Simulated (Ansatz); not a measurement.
The structure in question:

```
Ti
1.0
     4.56802    0.00000    0.00000
    -2.28401    3.95602    0.00000
     0.00000    0.00000    2.82456
Ti
3
Direct
  0.00000 0.00000 0.00000
  0.33333 0.66667 0.50000
  0.66667 0.33333 0.50000
```

Give a crystallographic description of this input.

Answer. The element is titanium. Its lattice is primitive hexagonal, its space group P6/mmm (No. 191). Prototype: ω phase (AlB₂-like). The cell holds three atoms.

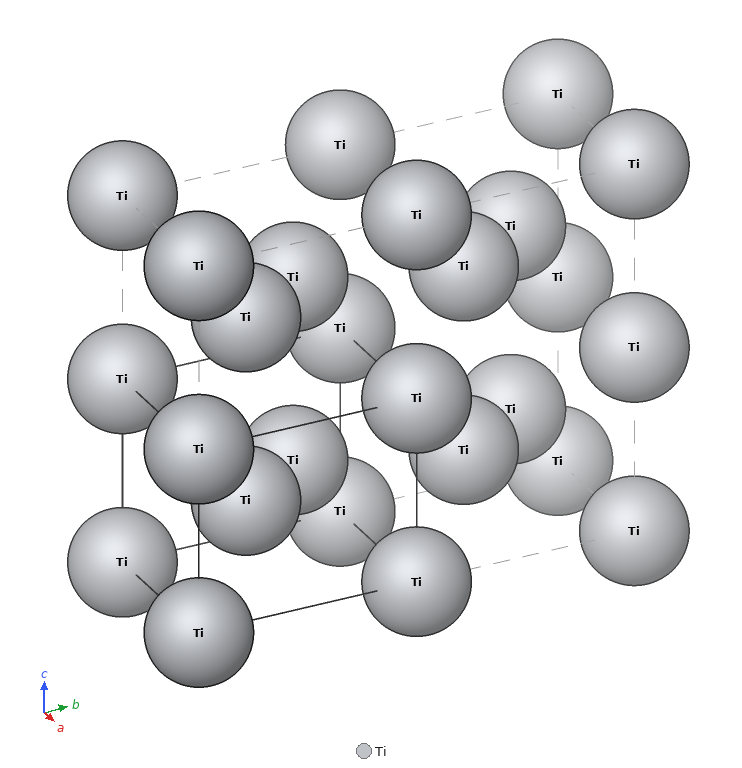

The image is a spheres-only drawing of a crystal, viewed slightly off an axis. One conventional unit cell is drawn solid; the view covers 1×2×2 cells.

Provenance: a structure listed in the Materials Project. Earlier steps of the study may have refined or changed the cell and positions. Ansatz was used for an electronic-structure calculation on it.
